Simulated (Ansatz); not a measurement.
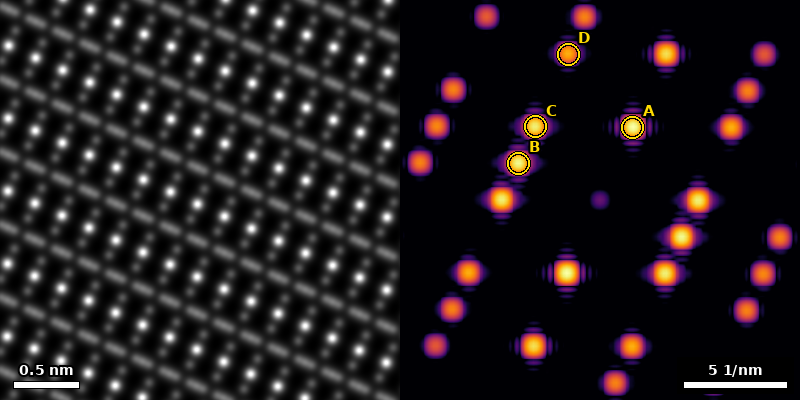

Integrated-DPC-like image of Mo (Pm-3n, No. 223) along [210]. Simulated as the projected potential of neutral atoms (B = 0.3 Å²) blurred by a 0.50 Å probe, the thin-sample limit of integrated differential phase contrast. Structure used: the input geometry of an electronic-structure calculation (not necessarily at equilibrium); the starting structure was generated, so it need not be a known form of this composition.

The right panel is the modulus of the image's Fourier transform on a logarithmic scale.

a = 5.107 Å, b = 5.107 Å, c = 5.107 Å, α = 90.00°, β = 90.00°, γ = 90.00°

Index the marked spots and give their plane spacings (the zone axis points at the viewer; indices equivalent by symmetry, or all signs reversed, are as good).

Answer. A: (0 0 -2), d = 2.55 Å; B: (-1 2 0), d = 2.28 Å; C: (-1 2 -1), d = 2.08 Å; D: (-1 2 -3), d = 1.36 Å. A and B enclose 90°, and every spot obeys the zone law hu + kv + lw = 0 for [210].
